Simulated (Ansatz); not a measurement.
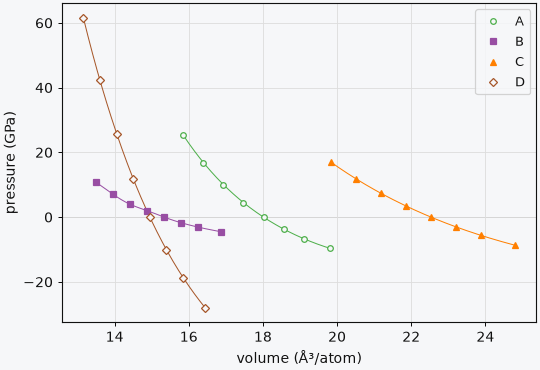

Plotted: pressure against volume, with one curve for each element, for Au, Hf, Re and Zn (all in space group P6_3/mmc (No. 194)). The labels are replaced by letters.

How it was computed, with Ansatz 0.2.0: third-order Birch-Murnaghan fit to density functional energies at scaled volumes of the given relaxed cell, shape and atoms relaxed at each volume; energies count from the fitted minimum; plane waves with PAW datasets, Γ-centred k mesh. Level: PBE, no spin polarisation.

wave cutoff 420 eV; occupations Gaussian; smearing width 0.1 eV.

Question: Which letter stands for which compound?

Answer: A: Au; B: Zn; C: Hf; D: Re.

Note: far from the equilibrium volume (Re).
